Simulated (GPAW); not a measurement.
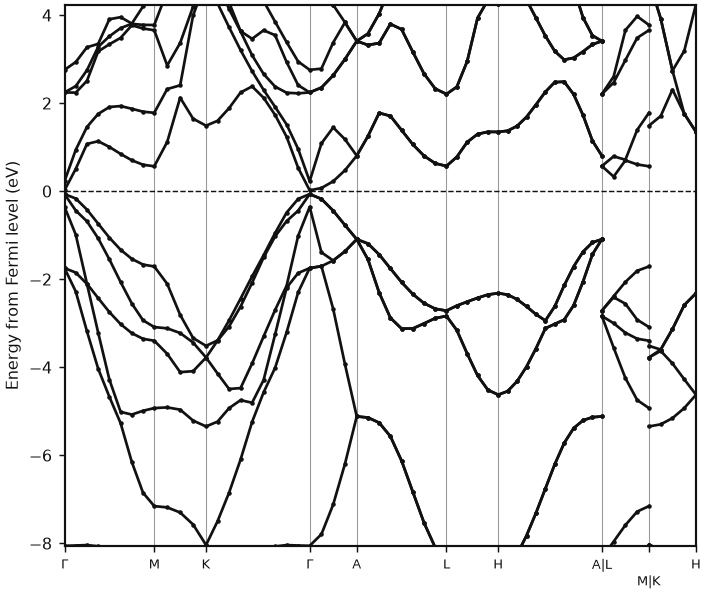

Band structure. Energies are counted from the Fermi level.

Question: What lattice type does the k path imply?

Answer: A hexagonal (primitive) lattice: the path Γ–M–K–Γ–A–L–H–A|L–M|K–H runs through the special points of its Brillouin zone.

System: hexagonal-diamond (lonsdaleite-type) Ge, space group P6_3/mmc (No. 194), 4 atoms in the cell; a = 3.998 Å, c = 6.599 Å (hexagonal axes).

Method: r2SCAN, GPAW PAW data sets (gpaw-data 1.2.1), no spin polarisation, no spin-orbit coupling, 6×6×4 k mesh, 600 eV cutoff, Fermi-Dirac smearing of 0.05 eV (GPAW 26.7.0).

Question: What does the band structure say about the gap?

Answer: The bands leave a gap. The gap along this path is 0.09 eV and direct: both edges lie at Γ. It is not wide against the smearing used.

Question: What are the direct gaps at H, L and M?

Answer: The direct gaps are 3.66 eV at H, 3.29 eV at L and 2.28 eV at M.

Question: How many bands meet at the valence-band top?

Answer: Two bands meet at the valence-band top at Γ: it is doubly degenerate (spin aside).

The PAW data sets were made with another functional. Spin-orbit coupling is left out, which matters for Ge. LDA, GGA and most meta-GGA functionals understate gaps. This isn't the form of Ge at room conditions, which is diamond.
